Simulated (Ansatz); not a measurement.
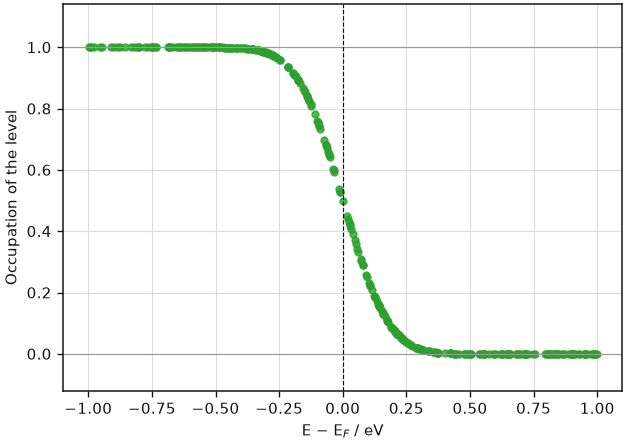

Occupations of the one-electron levels of the k mesh against their energy, from a run on Y, space group R-3m (No. 166), 3 atoms in the cell, with Ansatz.

Which smearing scheme was used (Fermi-Dirac, Gaussian, Methfessel-Paxton or cold), and about what width?

Answer. Gaussian smearing with a width of 0.2 eV. The occupations stay between 0 and 1 and die off fast, as an error function; the slope at the Fermi level is 1/(√π × width).

Is that width safe?

Answer. It is wide: energies, forces and moments pick up smearing errors, and small gaps get partly filled, so it should be reduced or extrapolated to zero width.
